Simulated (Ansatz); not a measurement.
## Run report: Si₈NO₁₅ (charge −1), field-gradient calculation (part 2 of 2)

Si₈NO₁₅ (defect cell, 24 atoms in the cell, total charge −1); DFT, PBE, plane-wave PAW, default files, scalar-relativistic, no spin polarisation (Ansatz 0.2.0); cutoff 420 eV, 4×2×3 k-mesh, Fermi–Dirac smearing of 0.01 eV. The structure derives from an entry of the Crystallography Open Database. It belongs to a series of runs on one base structure; here: N on a O site, charge -1, host positions.

Geometry of the input (Å; fractional positions):
```
-5.1085  3.9790  2.4783
10.2170  -7.9579  4.9565
5.1085  3.9790  -2.4783
Si 0.8566  0.3009  0.4584
Si 0.8566  0.8009  0.4584
Si 0.1434  0.1991  0.5416
Si 0.1434  0.6991  0.5416
Si 0.8566  0.4491  0.7548
Si 0.8566  0.9491  0.7548
Si 0.1434  0.0509  0.2452
Si 0.1434  0.5509  0.2452
O  0.8754  0.3821  0.2699
O  0.8754  0.8821  0.2699
O  0.4942  0.3027  0.7301
O  0.4942  0.8027  0.7301
O  0.8754  0.0527  0.6113
O  0.8754  0.5527  0.6113
O  0.4942  0.1321  0.3887
O  0.4942  0.6321  0.3887
N  0.9661  0.3958  0.6745
O  0.9661  0.8958  0.6745
O  0.1170  0.1458  0.3255
O  0.1170  0.6458  0.3255
O  0.0943  0.2972  0.5000
O  0.0943  0.7972  0.5000
O  0.0943  0.0472  0.0000
O  0.0943  0.5472  -0.0000
```

## Output, continued
```
--- PAW observables at the nuclei: V_zz in 10²¹ V/m², potentials from the cell's mean, atoms counted from 1 ---
  atom   1  Si V_zz =    -4.146709   η = 0.0249   by run symmetry: allowed
            electrostatic potential = -1354.221396 V   contact ρ = 12802.682405 e/Å³
  atom   2  Si V_zz =    +0.751205   η = 0.4826   by run symmetry: allowed
            electrostatic potential = -1351.710760 V   contact ρ = 12801.656272 e/Å³
  atom   3  Si V_zz =    +0.940228   η = 0.8776   by run symmetry: allowed
            electrostatic potential = -1352.363605 V   contact ρ = 12801.731865 e/Å³
  atom   4  Si V_zz =    +0.904455   η = 0.0788   by run symmetry: allowed
            electrostatic potential = -1352.010437 V   contact ρ = 12801.663077 e/Å³
  atom   5  Si V_zz =    -4.136556   η = 0.0762   by run symmetry: allowed
            electrostatic potential = -1354.210359 V   contact ρ = 12802.654462 e/Å³
  atom   6  Si V_zz =    +0.719770   η = 0.6401   by run symmetry: allowed
            electrostatic potential = -1351.720020 V   contact ρ = 12801.698909 e/Å³
  atom   7  Si V_zz =    +0.809433   η = 0.2988   by run symmetry: allowed
            electrostatic potential = -1351.994197 V   contact ρ = 12801.727219 e/Å³
  atom   8  Si V_zz =    +0.995237   η = 0.7058   by run symmetry: allowed
            electrostatic potential = -1352.377230 V   contact ρ = 12801.667217 e/Å³
  atom   9  O  V_zz =    +9.060316   η = 0.3352   by run symmetry: allowed   C_q = -5.6040 MHz
            electrostatic potential = -617.241563 V   contact ρ = 2154.048648 e/Å³
  atom  10  O  V_zz =    +8.762914   η = 0.3037   by run symmetry: allowed   C_q = -5.4201 MHz
            electrostatic potential = -616.062537 V   contact ρ = 2154.113353 e/Å³
  atom  11  O  V_zz =    +8.709459   η = 0.4138   by run symmetry: allowed   C_q = -5.3870 MHz
            electrostatic potential = -617.178326 V   contact ρ = 2154.224214 e/Å³
  atom  12  O  V_zz =    +8.710578   η = 0.3549   by run symmetry: allowed   C_q = -5.3877 MHz
            electrostatic potential = -616.146726 V   contact ρ = 2154.216637 e/Å³
  atom  13  O  V_zz =    +8.657907   η = 0.3278   by run symmetry: allowed   C_q = -5.3551 MHz
            electrostatic potential = -616.216445 V   contact ρ = 2154.146634 e/Å³
  atom  14  O  V_zz =    +9.110952   η = 0.3059   by run symmetry: allowed   C_q = -5.6353 MHz
            electrostatic potential = -617.070198 V   contact ρ = 2154.083629 e/Å³
  atom  15  O  V_zz =    +8.601608   η = 0.3981   by run symmetry: allowed   C_q = -5.3203 MHz
            electrostatic potential = -616.965354 V   contact ρ = 2154.278012 e/Å³
  atom  16  O  V_zz =    +8.773983   η = 0.3685   by run symmetry: allowed   C_q = -5.4269 MHz
            electrostatic potential = -616.345182 V   contact ρ = 2154.224617 e/Å³
  atom  17  N  V_zz =    +2.637756   η = 0.2389   by run symmetry: allowed   C_q = +1.3037 MHz
            electrostatic potential = -512.551463 V   contact ρ = 1412.435974 e/Å³
  atom  18  O  V_zz =    +8.948360   η = 0.2830   by run symmetry: allowed   C_q = -5.5348 MHz
            electrostatic potential = -615.978211 V   contact ρ = 2153.937474 e/Å³
  atom  19  O  V_zz =    +8.825132   η = 0.2907   by run symmetry: allowed   C_q = -5.4585 MHz
            electrostatic potential = -616.386538 V   contact ρ = 2153.998348 e/Å³
  atom  20  O  V_zz =    +8.870367   η = 0.2115   by run symmetry: allowed   C_q = -5.4865 MHz
            electrostatic potential = -616.395194 V   contact ρ = 2153.920136 e/Å³
  atom  21  O  V_zz =    +8.919161   η = 0.3019   by run symmetry: allowed   C_q = -5.5167 MHz
            electrostatic potential = -617.130285 V   contact ρ = 2153.851638 e/Å³
  atom  22  O  V_zz =    +9.556996   η = 0.1231   by run symmetry: allowed   C_q = -5.9112 MHz
            electrostatic potential = -616.040048 V   contact ρ = 2153.443365 e/Å³
  atom  23  O  V_zz =    +9.362987   η = 0.1759   by run symmetry: allowed   C_q = -5.7912 MHz
            electrostatic potential = -616.055167 V   contact ρ = 2153.613734 e/Å³
  atom  24  O  V_zz =    +9.116274   η = 0.2479   by run symmetry: allowed   C_q = -5.6386 MHz
            electrostatic potential = -617.112017 V   contact ρ = 2153.686367 e/Å³
--- Band table (eV; the first three rows and the last of 14) ---
  k-point 0: bands = ["-19.6855", "-18.9988", "-18.7178", "-18.5946", "-18.3368", "-18.2467", "-17.8524", "-17.7735", "-17.6867", "-17.6329", "-17.6205", "-17.1526", "-17.1042", "-16.9341", "-16.7819", "-10.4440", "-8.3983", "-8.3486", "-7.8699", "-7.6852", "-6.9177", "-6.3279", "-6.1948", "-5.7747", "-5.6719", "-5.4494", "-5.3094", "-5.2174", "-4.8352", "-4.6711", "-4.4320", "-3.8539", "-3.5443", "-3.0995", "-3.0528", "-2.8349", "-2.7896", "-2.7009", "-2.5131", "-2.3906", "-2.3599", "-2.1692", "-2.1376", "-2.0302", "-1.8760", "-1.7543", "-1.6834", "-1.5923", "-1.5418", "-1.4441", "-1.3359", "-1.2565", "-1.1727", "-1.0524", "-0.9588", "-0.7370", "-0.6560", "-0.5561", "-0.4730", "-0.4505", "-0.2287", "0.1913", "2.7863", "3.0068", "5.5867", "7.9357", "8.0930", "8.6695", "8.8140", "9.0361", "9.0759", "9.1902", "9.3019", "9.3923", "9.4503", "9.5408", "9.5465", "9.6954", "9.8455", "10.2269", "10.3098", "10.5343", "10.7076", "10.8937", "11.0570", "11.1028", "11.1281", "11.3068"]
  k-point 1: bands = ["-19.5949", "-19.1010", "-18.8296", "-18.5876", "-18.3810", "-18.0799", "-17.8710", "-17.7674", "-17.7042", "-17.6331", "-17.6214", "-17.1710", "-17.0314", "-16.9166", "-16.8145", "-10.4152", "-8.8436", "-8.2706", "-7.8537", "-7.3541", "-6.8972", "-6.3335", "-6.0559", "-5.8342", "-5.5750", "-5.4682", "-5.3778", "-5.1241", "-4.8666", "-4.7259", "-4.5159", "-3.8375", "-3.5459", "-3.1011", "-2.9976", "-2.8819", "-2.7471", "-2.6876", "-2.5570", "-2.5351", "-2.3253", "-2.2774", "-2.0605", "-1.9888", "-1.9371", "-1.8295", "-1.6930", "-1.6441", "-1.5609", "-1.5232", "-1.3666", "-1.1701", "-1.0910", "-1.0189", "-0.8328", "-0.7206", "-0.6723", "-0.6214", "-0.5076", "-0.3893", "-0.2405", "0.2019", "2.7844", "3.0049", "6.2159", "7.5787", "8.0299", "8.5123", "8.6626", "8.8322", "8.9058", "9.0282", "9.1988", "9.3509", "9.5216", "9.6191", "9.7190", "9.8342", "9.9890", "10.1612", "10.3875", "10.5341", "10.5950", "10.6675", "10.8048", "11.1211", "11.3254", "11.4792"]
  k-point 2: bands = ["-19.6677", "-19.0859", "-18.7113", "-18.4616", "-18.3347", "-18.3094", "-17.8508", "-17.7722", "-17.7012", "-17.6415", "-17.6006", "-17.1506", "-17.1072", "-16.9433", "-16.7828", "-10.4424", "-8.4266", "-8.3502", "-7.8302", "-7.4687", "-7.1242", "-6.6382", "-5.8824", "-5.7373", "-5.6442", "-5.4563", "-5.3259", "-5.3039", "-4.9180", "-4.6415", "-4.4046", "-3.8614", "-3.5107", "-3.0733", "-3.0546", "-2.8776", "-2.7093", "-2.6091", "-2.5879", "-2.4593", "-2.3261", "-2.1711", "-2.0819", "-1.9315", "-1.9287", "-1.8160", "-1.6963", "-1.5732", "-1.5442", "-1.4494", "-1.3563", "-1.2823", "-1.1419", "-0.9671", "-0.9439", "-0.8686", "-0.6640", "-0.5752", "-0.4513", "-0.4187", "-0.2624", "0.1685", "2.7850", "3.0002", "6.0711", "6.7357", "8.6731", "8.7520", "8.8405", "8.9944", "9.0808", "9.2022", "9.2676", "9.3631", "9.4486", "9.5620", "9.6883", "9.8662", "9.9673", "10.2262", "10.3409", "10.4251", "10.6582", "10.7814", "10.9121", "11.1410", "11.2497", "11.3177"]
  k-point 13: bands = ["-19.4519", "-19.2053", "-18.8648", "-18.7254", "-18.4355", "-17.9173", "-17.8507", "-17.7749", "-17.6956", "-17.6625", "-17.5917", "-17.1321", "-17.0489", "-16.9363", "-16.7929", "-10.3776", "-9.1424", "-8.4077", "-7.4896", "-7.1183", "-6.8140", "-6.5205", "-6.0860", "-5.8665", "-5.7340", "-5.4651", "-5.3423", "-4.9944", "-4.8029", "-4.7207", "-4.5806", "-3.8022", "-3.6150", "-3.1202", "-3.0759", "-2.8335", "-2.6926", "-2.6341", "-2.5544", "-2.5013", "-2.4148", "-2.2250", "-2.0992", "-2.0112", "-1.9564", "-1.8431", "-1.7377", "-1.6458", "-1.5895", "-1.4343", "-1.3996", "-1.2190", "-1.0872", "-0.9726", "-0.8994", "-0.7761", "-0.7010", "-0.5523", "-0.5093", "-0.3634", "-0.2868", "0.2474", "2.8045", "3.0041", "6.9053", "7.6454", "7.7827", "8.1926", "8.4803", "8.6714", "8.8885", "9.0346", "9.2566", "9.3785", "9.4348", "9.5743", "9.7717", "9.9316", "10.1388", "10.3796", "10.4036", "10.6509", "10.8181", "10.8303", "10.9605", "11.0849", "11.2482", "11.5099"]
--- Löwdin populations: 24 sites ---
  site symbol       q [e]
     0     Si      2.3571
     1     Si      2.2094
     2     Si      2.2231
     3     Si      2.2128
     4     Si      2.3534
     5     Si      2.2129
     6     Si      2.2191
     7     Si      2.2165
     8      O      6.8153
     9      O      6.8020
    10      O      6.8104
    11      O      6.7963
    12      O      6.8022
    13      O      6.8134
    14      O      6.8118
    15      O      6.7933
    16      N      6.1281
    17      O      6.8025
    18      O      6.8034
    19      O      6.8086
    20      O      6.7952
    21      O      6.7944
    22      O      6.7883
    23      O      6.8014
  spilling = 0.014292 (of n_electrons = 128.000000)
```

## File populations.tsv
```
# site	symbol	l	j	q
# orbitals = lowdin
# n_electrons = 128.000000
# spilling = 0.014292
0	Si	0_3S	-	0.719066
0	Si	1_3P	-	1.638044
1	Si	0_3S	-	0.695854
1	Si	1_3P	-	1.513552
2	Si	0_3S	-	0.697999
2	Si	1_3P	-	1.525120
3	Si	0_3S	-	0.695900
3	Si	1_3P	-	1.516890
4	Si	0_3S	-	0.718312
4	Si	1_3P	-	1.635056
5	Si	0_3S	-	0.696700
5	Si	1_3P	-	1.516169
6	Si	0_3S	-	0.697831
6	Si	1_3P	-	1.521283
7	Si	0_3S	-	0.695986
7	Si	1_3P	-	1.520502
8	O	0_2S	-	1.617208
8	O	1_2P	-	5.198119
9	O	0_2S	-	1.615632
9	O	1_2P	-	5.186326
10	O	0_2S	-	1.619396
10	O	1_2P	-	5.190955
11	O	0_2S	-	1.616770
11	O	1_2P	-	5.179503
12	O	0_2S	-	1.616309
12	O	1_2P	-	5.185898
13	O	0_2S	-	1.617369
13	O	1_2P	-	5.195983
14	O	0_2S	-	1.620403
14	O	1_2P	-	5.191376
15	O	0_2S	-	1.616515
15	O	1_2P	-	5.176752
16	N	0_2S	-	1.410908
16	N	1_2P	-	4.717185
17	O	0_2S	-	1.613190
17	O	1_2P	-	5.189316
18	O	0_2S	-	1.614343
18	O	1_2P	-	5.189050
19	O	0_2S	-	1.613587
19	O	1_2P	-	5.194994
20	O	0_2S	-	1.603762
20	O	1_2P	-	5.191475
21	O	0_2S	-	1.595896
21	O	1_2P	-	5.198468
22	O	0_2S	-	1.598294
22	O	1_2P	-	5.189979
23	O	0_2S	-	1.601392
23	O	1_2P	-	5.199980
```

## File rho_z.tsv
```
# z_ang	rho[e/angstrom^3]
# format = ansatz-planar-average/11
# lattice	-5.108500000	3.978950000	2.478250000
# lattice	10.217000000	-7.957900000	4.956500000
# lattice	5.108500000	3.978950000	-2.478250000
# sites	24
# site	14	1.040397110	2.837787140	2.478250000
# site	14	6.148897110	-1.141162860	4.956500000
# site	14	4.068102890	1.141162860	0.000000000
# site	14	9.176602890	-2.837787140	2.478250000
# site	14	4.068102890	2.837787140	2.478250000
# site	14	9.176602890	-1.141162860	4.956500000
# site	14	1.040397110	1.141162860	0.000000000
# site	14	6.148897110	-2.837787140	2.478250000
# site	8	0.810514610	1.516696161	3.394062505
# site	8	5.919014610	-2.462253839	5.872312505
# site	8	4.297985390	2.462253839	0.915812505
# site	8	9.406485390	-1.516696161	3.394062505
# site	8	-0.810514610	5.495646161	0.915812505
# site	8	4.297985390	1.516696161	3.394062505
# site	8	0.810514610	2.462253839	0.915812505
# site	8	5.919014610	-1.516696161	3.394062505
# site	7	2.554250000	3.378367287	2.684291705
# site	8	7.662750000	-0.600582713	5.162541705
# site	8	2.554250000	0.600582713	0.206041705
# site	8	7.662750000	-3.378367287	2.684291705
# site	8	5.108500000	0.000000000	0.467447515
# site	8	10.217000000	-3.978950000	2.945697515
# site	8	0.000000000	0.000000000	0.467447515
# site	8	5.108500000	-3.978950000	2.945697515
0.000000	2.253247e-1
0.144444	2.127974e-1
0.288887	1.811112e-1
0.433331	1.427490e-1
0.577774	1.102521e-1
0.722218	9.051958e-2
0.866662	8.362992e-2
1.011105	8.879019e-2
1.155549	1.080964e-1
1.299992	1.468919e-1
1.444436	2.086176e-1
1.588879	2.873029e-1
1.733323	3.717791e-1
1.877767	4.507101e-1
2.022210	5.120318e-1
2.166654	5.482481e-1
2.311097	5.595173e-1
2.455541	5.493537e-1
2.599985	5.218868e-1
2.744428	4.845370e-1
2.888872	4.491795e-1
3.033315	4.240021e-1
3.177759	4.093828e-1
3.322202	4.033973e-1
3.466646	4.030947e-1
3.611090	4.060535e-1
3.755533	4.138600e-1
3.899977	4.290014e-1
4.044420	4.528443e-1
4.188864	4.837395e-1
4.333308	5.130021e-1
4.477751	5.309338e-1
4.622195	5.344337e-1
4.766638	5.232303e-1
4.911082	4.940282e-1
5.055525	4.425706e-1
5.199969	3.713740e-1
5.344413	2.905531e-1
5.488856	2.126288e-1
5.633300	1.504132e-1
5.777743	1.106775e-1
5.922187	9.040054e-2
6.066631	8.447586e-2
6.211074	9.086819e-2
6.355518	1.103881e-1
6.499961	1.429044e-1
6.644405	1.813540e-1
6.788848	2.130025e-1
```

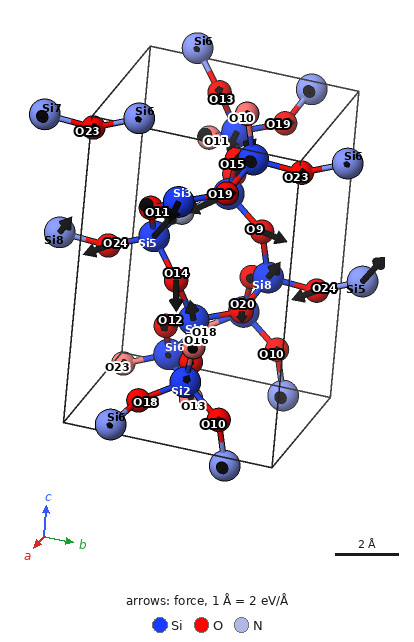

Figure 1. Forces on the atoms as black arrows (ball-and-stick view of the reduced cell, seen slightly off an axis; neighbours outside the cell are drawn fainter; atoms are numbered from 1 in the order of the input). The largest act on Si1 (2.96 eV/Å); Si5 (2.90 eV/Å); O14 (2.17 eV/Å); O15 (2.11 eV/Å), among others. The geometry is not a stationary point of this energy.

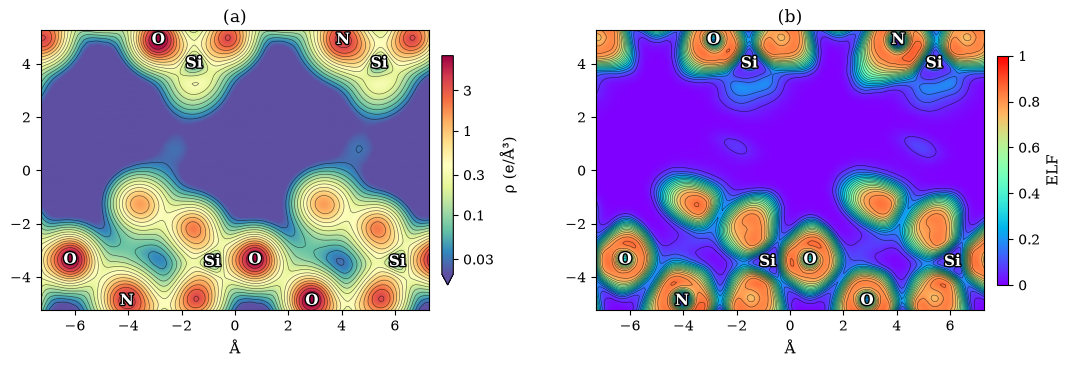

Figure 2. (a) valence electron density; (b) ELF on the (101) plane of the calculation cell. The plane passes through Si, N and O nuclei. Si–O (1.61 Å): the density is about 1.2 e/Å³ at the midpoint; the ELF peaks at about 0.85 between the atoms (a shared but strongly polarised pair). Si–N (1.62 Å): the density is about 1.3 e/Å³ at the midpoint; the ELF peaks at about 0.85 between the atoms (a polar covalent bond). The density dies away to nearly zero in the voids. The fields are those of the smooth PAW valence density.

## Key numbers

- outcome: converged
- electrons treated: 128
- free energy: −14003.6705 eV
- Fermi energy: 4.311 eV
- gap on the k-point mesh: 2.58 eV
- pressure: 3.79 GPa
- field gradient V_zz (10²¹ V/m²): Si −4.15, Si 0.75, Si 0.94, Si 0.90, Si −4.14, Si 0.72, Si 0.81, Si 1.00 (the first 8 of 24 sites)
- largest force (length of the vector): 2.957 eV/Å
- wall time: 77 s
- peak memory: 0.78 GiB

## Notes

The program warns: the exchange-correlation potential is rough where the density is thin.
